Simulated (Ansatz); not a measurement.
**Geometry relaxation, with input and output: HfO2 (part 2 of 2)**

HfO2 (P4/mmm, 3 atoms in the cell); DFT PBE, scalar-relativistic, plane waves, PAW, no spin polarisation (Ansatz 0.2.0); cutoff 420 eV, 16×16×8 k-mesh, Gaussian smearing of 0.1 eV. The structure was made by a generator, so it may or may not be a known phase.

Geometry of the input (Å; fractional positions):
```
2.7952  0.0000  0.0000
0.0000  2.7952  0.0000
0.0000  0.0000  5.7401
Hf 0.0000  0.0000  0.5000
O  0.5000  0.5000  0.3057
O  0.5000  0.5000  0.6943
```

```
basis re-selected at this cell: Δ(F+E_penalty+E_count) = -1.128e-3 eV, ΔP = +0.006 GPa vs the last step (what re-selecting the basis moved, of the pressure what is left beyond the Pulay correction that the steps carried, after the strain that the cell walked since its last selection, with what the two solves' SCF thresholds leave and, on support functions, any second-order correction that the steps lacked; it is no measure of the basis error at this ecutwfc). This SCF's stress stands 4.55e-2 GPa from its target on what of the cell is left free (relax.cell.stress_tol is 5.00e-2 GPa) and its largest allowed force component is 8.69e-4 eV/Å (relax.f_tol is 1.00e-2 eV/Å): within both
SCF converged after 6 iterations
Free energy (F): -16858.057248 eV
Harris-Foulkes:  -16858.057248 eV  (|F-HF|=2.18e-11)
Internal energy: -16858.051647 eV  (E = F + TS)
E sigma→0 (E₀):  -16858.054447 eV
Entropy (-TS):   -0.005601 eV (-1.867 meV/atom)
Fermi energy:    8.526783 eV
--- Per-component energies (eV) ---
  E_band       = -254.435999
  E_kinetic    = 770.031818
  E_local      = -10509.524865  (includes V_loc(G=0)·N_el)
  E_nonlocal   = -1147.583232
  E_hartree    = 4865.792809
  E_xc         = -447.122019
  E_vxc        = -453.914253  (∫ρ·V_xc dr)
  E_paw        = -7242.155187  (= ΣΔE_a)
  E_vpaw       = 1354.963779  (= ΣTr[D̂ρ^β])
  E_aug_tail   = 0.004793  (compensation charges beyond the density's cutoff)
  E_ewald      = -3147.495764
  E_smearing   = -0.005601  (= −TS)
  E_closure    = 0.000000  (closes the sum)
  Σ components = -16858.057248   (vs F -16858.057248, Δ=0.00e0)
--- Forces (eV/Å), atoms counted from 1 ---
  atom   1  Hf     0.00000000     0.00000000     0.00000000
  atom   2  O     -0.00000000     0.00000000    -0.00086918
  atom   3  O      0.00000000    -0.00000000     0.00086918
  max |Σ_I F_I| component: 2.17e-19 eV/Å
--- Stress (GPa, compression-positive) ---
        0.011998      -0.000000      -0.000000
       -0.000000       0.011998       0.000000
       -0.000000       0.000000       0.045480
  P = ⅓ Tr σ = 0.0232 GPa (0.232 kbar)
--- Band table (eV; the first three rows and the last of 225) ---
  k-point 0: bands = ["-53.5143", "-22.3099", "-21.5737", "-21.5737", "-10.1945", "-8.0720", "-3.3432", "-3.3161", "-3.3161", "-3.3022", "-3.2738", "-3.2738", "-3.2530", "3.2170", "6.2709", "6.2709", "6.8296", "6.9525", "6.9525", "8.0497", "12.5364", "13.5310", "15.3433"]
  k-point 1: bands = ["-53.5143", "-22.3099", "-21.5737", "-21.5737", "-10.1936", "-8.0737", "-3.3432", "-3.3162", "-3.3162", "-3.3023", "-3.2738", "-3.2738", "-3.2530", "3.2347", "6.2704", "6.2704", "6.8296", "6.9526", "6.9526", "7.9958", "12.5421", "13.6231", "15.3433"]
  k-point 2: bands = ["-53.5143", "-22.3100", "-21.5737", "-21.5737", "-10.1914", "-8.0776", "-3.3432", "-3.3162", "-3.3162", "-3.3026", "-3.2738", "-3.2738", "-3.2530", "3.2786", "6.2690", "6.2690", "6.8297", "6.9538", "6.9538", "7.8678", "12.5546", "13.8717", "15.3433"]
  k-point 224: bands = ["-53.3171", "-22.7146", "-22.7146", "-21.8838", "-9.4438", "-7.7074", "-3.3610", "-3.3610", "-3.2903", "-3.2649", "-3.2649", "-3.2373", "-3.1333", "3.2342", "3.2342", "4.4049", "5.1467", "5.1467", "8.6248", "12.5875", "16.0535", "16.2261", "16.2261"]
--- Relaxed structure (17 steps of the walk, 16 accepted, 7 SCFs on fresh bases) ---
  F+E_penalty+E_count = -16858.05724766 eV   max|allowed force component| = 8.692e-4 eV/Å   (the final SCF, on the basis selected at the relaxed cell)
  cell:  # Å, volume = 48.5003 Å³
    - [2.7942462699613886, -2.3485658619963627e-33, -3.1109908300146756e-33]
    - [-2.367505909270527e-33, 2.7942462699613886, 2.2301905665328365e-33]
    - [-9.033175804129452e-33, 4.5798398789571534e-33, 6.211763552273536]
  atoms:
    - { symbol: Hf, position: [-3.607823651387922e-34, 6.055842013722359e-37, 0.49999999999999994] }
    - { symbol: O, position: [0.49999999999999994, 0.49999999999999994, 0.3202640048547485] }
    - { symbol: O, position: [0.49999999999999994, 0.49999999999999994, 0.6797359951452513] }
```

**Trajectory as extended XYZ (Å, eV, eV/Å), 24 frames, from step=1 to step=24**
```
3
Lattice="2.7952 0.0000 0.0000 0.0000 2.7952 0.0000 0.0000 0.0000 5.7401" Properties=species:S:1:pos:R:3:forces:R:3 step=1 energy=-16858.05347 pressure_GPa=0.10
Hf    0.0000    0.0000    2.8700    0.0000   0.0000   0.0000
O     1.3976    1.3976    1.7548    0.0000   0.0000  -0.0319
O     1.3976    1.3976    3.9853    0.0000   0.0000   0.0319
3
Lattice="2.7922 0.0000 0.0000 0.0000 2.7922 0.0000 0.0000 0.0000 5.7831" Properties=species:S:1:pos:R:3:forces:R:3 step=2 energy=-16858.05300 pressure_GPa=0.13
Hf    0.0000    0.0000    2.8915    0.0000   0.0000   0.0000
O     1.3961    1.3961    1.7726    0.0000   0.0000   0.0623
O     1.3961    1.3961    4.0104    0.0000   0.0000  -0.0623
3
Lattice="2.7942 0.0000 0.0000 0.0000 2.7942 0.0000 0.0000 0.0000 5.8205" Properties=species:S:1:pos:R:3:forces:R:3 step=3 energy=-16858.05215 pressure_GPa=-0.07
Hf    0.0000    0.0000    2.9103    0.0000   0.0000   0.0000
O     1.3971    1.3971    1.7929    0.0000   0.0000   0.0238
O     1.3971    1.3971    4.0277    0.0000   0.0000  -0.0238
3
Lattice="2.7933 0.0000 0.0000 0.0000 2.7933 0.0000 0.0000 0.0000 5.8368" Properties=species:S:1:pos:R:3:forces:R:3 step=4 energy=-16858.05184 pressure_GPa=0.11
Hf    0.0000    0.0000    2.9184    0.0000   0.0000   0.0000
O     1.3967    1.3967    1.8021    0.0000   0.0000  -0.0080
O     1.3967    1.3967    4.0347    0.0000   0.0000   0.0080
3
Lattice="2.7940 0.0000 0.0000 0.0000 2.7940 0.0000 0.0000 0.0000 5.8422" Properties=species:S:1:pos:R:3:forces:R:3 step=5 energy=-16858.05162 pressure_GPa=-0.01
Hf    0.0000    0.0000    2.9211    0.0000   0.0000   0.0000
O     1.3970    1.3970    1.8045    0.0000   0.0000   0.0003
O     1.3970    1.3970    4.0377    0.0000   0.0000  -0.0003
3
Lattice="2.7940 0.0000 0.0000 0.0000 2.7940 0.0000 0.0000 0.0000 5.8422" Properties=species:S:1:pos:R:3:forces:R:3 step=6 energy=-16858.05500 pressure_GPa=0.11
Hf    0.0000    0.0000    2.9211    0.0000   0.0000   0.0000
O     1.3970    1.3970    1.8045    0.0000   0.0000   0.0013
O     1.3970    1.3970    4.0377    0.0000   0.0000  -0.0013
3
Lattice="2.7940 0.0000 0.0000 0.0000 2.7940 0.0000 0.0000 0.0000 5.9130" Properties=species:S:1:pos:R:3:forces:R:3 step=7 energy=-16858.05345 pressure_GPa=0.03
Hf    0.0000    0.0000    2.9565    0.0000   0.0000   0.0000
O     1.3970    1.3970    1.8403    0.0000   0.0000  -0.0083
O     1.3970    1.3970    4.0728    0.0000   0.0000   0.0083
3
Lattice="2.7940 0.0000 0.0000 0.0000 2.7940 0.0000 0.0000 0.0000 5.9228" Properties=species:S:1:pos:R:3:forces:R:3 step=8 energy=-16858.05319 pressure_GPa=-0.00
Hf    0.0000    0.0000    2.9614    0.0000   0.0000   0.0000
O     1.3970    1.3970    1.8448    0.0000   0.0000   0.0003
O     1.3970    1.3970    4.0780    0.0000   0.0000  -0.0003
3
Lattice="2.7940 0.0000 0.0000 0.0000 2.7940 0.0000 0.0000 0.0000 5.9228" Properties=species:S:1:pos:R:3:forces:R:3 step=9 energy=-16858.05580 pressure_GPa=0.09
Hf    0.0000    0.0000    2.9614    0.0000   0.0000   0.0000
O     1.3970    1.3970    1.8448    0.0000   0.0000   0.0010
O     1.3970    1.3970    4.0780    0.0000   0.0000  -0.0010
3
Lattice="2.7941 0.0000 0.0000 0.0000 2.7941 0.0000 0.0000 0.0000 5.9640" Properties=species:S:1:pos:R:3:forces:R:3 step=10 energy=-16858.05487 pressure_GPa=0.05
Hf    0.0000    0.0000    2.9820    0.0000   0.0000   0.0000
O     1.3970    1.3970    1.8654    0.0000   0.0000   0.0015
O     1.3970    1.3970    4.0986    0.0000   0.0000  -0.0015
3
Lattice="2.7942 0.0000 0.0000 0.0000 2.7942 0.0000 0.0000 0.0000 6.0033" Properties=species:S:1:pos:R:3:forces:R:3 step=11 energy=-16858.05377 pressure_GPa=0.00
Hf    0.0000    0.0000    3.0016    0.0000   0.0000   0.0000
O     1.3971    1.3971    1.8851    0.0000   0.0000  -0.0011
O     1.3971    1.3971    4.1181    0.0000   0.0000   0.0011
3
Lattice="2.7942 0.0000 0.0000 0.0000 2.7942 0.0000 0.0000 0.0000 6.0033" Properties=species:S:1:pos:R:3:forces:R:3 step=12 energy=-16858.05646 pressure_GPa=0.05
Hf    0.0000    0.0000    3.0016    0.0000   0.0000   0.0000
O     1.3971    1.3971    1.8851    0.0000   0.0000  -0.0002
O     1.3971    1.3971    4.1181    0.0000   0.0000   0.0002
3
Lattice="2.7943 0.0000 0.0000 0.0000 2.7943 0.0000 0.0000 0.0000 6.0515" Properties=species:S:1:pos:R:3:forces:R:3 step=13 energy=-16858.05527 pressure_GPa=0.02
Hf    0.0000    0.0000    3.0258    0.0000   0.0000   0.0000
O     1.3971    1.3971    1.9092    0.0000   0.0000  -0.0003
O     1.3971    1.3971    4.1423    0.0000   0.0000   0.0003
3
Lattice="2.7944 0.0000 0.0000 0.0000 2.7944 0.0000 0.0000 0.0000 6.0762" Properties=species:S:1:pos:R:3:forces:R:3 step=14 energy=-16858.05454 pressure_GPa=-0.00
Hf    0.0000    0.0000    3.0381    0.0000   0.0000   0.0000
O     1.3972    1.3972    1.9216    0.0000   0.0000  -0.0018
O     1.3972    1.3972    4.1546    0.0000   0.0000   0.0018
3
Lattice="2.7944 0.0000 0.0000 0.0000 2.7944 0.0000 0.0000 0.0000 6.0762" Properties=species:S:1:pos:R:3:forces:R:3 step=15 energy=-16858.05682 pressure_GPa=0.02
Hf    0.0000    0.0000    3.0381    0.0000   0.0000   0.0000
O     1.3972    1.3972    1.9216    0.0000   0.0000  -0.0010
O     1.3972    1.3972    4.1546    0.0000   0.0000   0.0010
3
Lattice="2.7942 0.0000 0.0000 0.0000 2.7942 0.0000 0.0000 0.0000 6.1286" Properties=species:S:1:pos:R:3:forces:R:3 step=16 energy=-16858.05547 pressure_GPa=-0.01
Hf    0.0000    0.0000    3.0643    0.0000   0.0000   0.0000
O     1.3971    1.3971    1.9473    0.0000   0.0000   0.0121
O     1.3971    1.3971    4.1813    0.0000   0.0000  -0.0121
3
Lattice="2.7949 0.0000 0.0000 0.0000 2.7949 0.0000 0.0000 0.0000 6.1387" Properties=species:S:1:pos:R:3:forces:R:3 step=17 energy=-16858.05506 pressure_GPa=-0.02 accepted=F
Hf    0.0000    0.0000    3.0694    0.0000   0.0000   0.0000
O     1.3975    1.3975    1.9535    0.0000   0.0000  -0.0183
O     1.3975    1.3975    4.1852    0.0000   0.0000   0.0183
3
Lattice="2.7944 0.0000 0.0000 0.0000 2.7944 0.0000 0.0000 0.0000 6.1310" Properties=species:S:1:pos:R:3:forces:R:3 step=18 energy=-16858.05538 pressure_GPa=0.00
Hf    0.0000    0.0000    3.0655    0.0000   0.0000   0.0000
O     1.3972    1.3972    1.9490    0.0000   0.0000   0.0000
O     1.3972    1.3972    4.1820    0.0000   0.0000   0.0000
3
Lattice="2.7944 0.0000 0.0000 0.0000 2.7944 0.0000 0.0000 0.0000 6.1310" Properties=species:S:1:pos:R:3:forces:R:3 step=19 energy=-16858.05700 pressure_GPa=0.01
Hf    0.0000    0.0000    3.0655    0.0000   0.0000   0.0000
O     1.3972    1.3972    1.9490    0.0000   0.0000   0.0007
O     1.3972    1.3972    4.1820    0.0000   0.0000  -0.0007
3
Lattice="2.7943 0.0000 0.0000 0.0000 2.7943 0.0000 0.0000 0.0000 6.1729" Properties=species:S:1:pos:R:3:forces:R:3 step=20 energy=-16858.05590 pressure_GPa=0.02
Hf    0.0000    0.0000    3.0865    0.0000   0.0000   0.0000
O     1.3971    1.3971    1.9700    0.0000   0.0000  -0.0018
O     1.3971    1.3971    4.2029    0.0000   0.0000   0.0018
3
Lattice="2.7943 0.0000 0.0000 0.0000 2.7943 0.0000 0.0000 0.0000 6.1729" Properties=species:S:1:pos:R:3:forces:R:3 step=21 energy=-16858.05715 pressure_GPa=0.03
Hf    0.0000    0.0000    3.0865    0.0000   0.0000   0.0000
O     1.3971    1.3971    1.9700    0.0000   0.0000  -0.0014
O     1.3971    1.3971    4.2029    0.0000   0.0000   0.0014
3
Lattice="2.7944 0.0000 0.0000 0.0000 2.7944 0.0000 0.0000 0.0000 6.2012" Properties=species:S:1:pos:R:3:forces:R:3 step=22 energy=-16858.05640 pressure_GPa=-0.00
Hf    0.0000    0.0000    3.1006    0.0000   0.0000   0.0000
O     1.3972    1.3972    1.9841    0.0000   0.0000   0.0007
O     1.3972    1.3972    4.2171    0.0000   0.0000  -0.0007
3
Lattice="2.7942 0.0000 0.0000 0.0000 2.7942 0.0000 0.0000 0.0000 6.2118" Properties=species:S:1:pos:R:3:forces:R:3 step=23 energy=-16858.05612 pressure_GPa=0.02
Hf    0.0000    0.0000    3.1059    0.0000   0.0000   0.0000
O     1.3971    1.3971    1.9894    0.0000   0.0000  -0.0013
O     1.3971    1.3971    4.2224    0.0000   0.0000   0.0013
3
Lattice="2.7942 0.0000 0.0000 0.0000 2.7942 0.0000 0.0000 0.0000 6.2118" Properties=species:S:1:pos:R:3:forces:R:3 step=24 energy=-16858.05725 pressure_GPa=0.02
Hf    0.0000    0.0000    3.1059    0.0000   0.0000   0.0000
O     1.3971    1.3971    1.9894    0.0000   0.0000  -0.0009
O     1.3971    1.3971    4.2224    0.0000   0.0000   0.0009
```

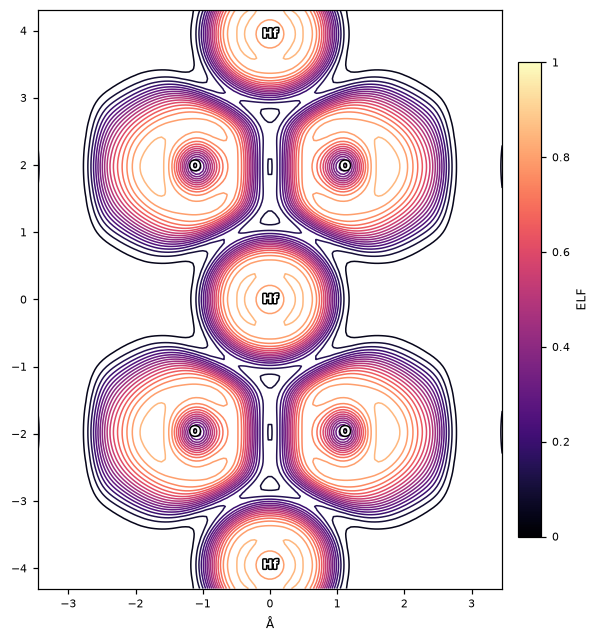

**Figure 1.** Electron localisation function on the (11̄0) plane of the conventional cell. Atoms in the plane: Hf and O. Hf–O (2.27 Å): the ELF peaks at about 0.80 in the valence shell of O, 0.6 Å from its nucleus, and drops to about 0.15 between the two atoms (a polar contact without a shared pair, in a metal). The strong features right at Hf lie inside the PAW spheres (semicore, d or f shells) and say nothing about bonding. The fields are those of the smooth PAW valence density.

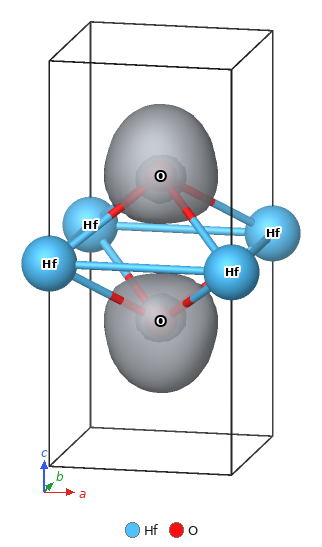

**Figure 2.** Isosurface of the ELF at 0.7 (grey), seen slightly off an axis. Only the valence region is drawn (cores and ρ < 0.01 e/Å³ removed). Sticks mark near contacts. The outline is the cell set on symmetry axes. Profiles from the grid: Hf–O (2.27 Å): the ELF peaks at about 0.80 in the valence shell of O, 0.6 Å from its nucleus, and drops to about 0.15 between the two atoms (a polar contact without a shared pair, in a metal). Hf–Hf (2.79 Å): the ELF is about 0.10 at the midpoint; no shared electron pair.

**Key numbers**

| quantity | value |
| --- | --- |
| outcome | converged |
| space group (tolerance 0.01 Å) | P4/mmm (123) |
| electrons treated | 38 |
| free energy | −16858.0572 eV |
| Fermi energy | 8.527 eV |
| gap on the k-point mesh | none (metallic) |
| pressure | 0.02 GPa |
| final volume | 48.50 Å³ |
| largest force (length of the vector) at the end | 0.001 eV/Å |
| final cell | a = 2.794 Å, b = 2.794 Å, c = 6.212 Å, α = 90.00°, β = 90.00°, γ = 90.00° |
| hardware | 1 thread of Intel Xeon @ 2.50GHz (Skylake/Cascade Lake), 189 GiB of memory available, shared host |
| wall time | 14 min |
| peak memory | 0.52 GiB |

**Notes**

Spin–orbit coupling is left out, which matters for Hf.
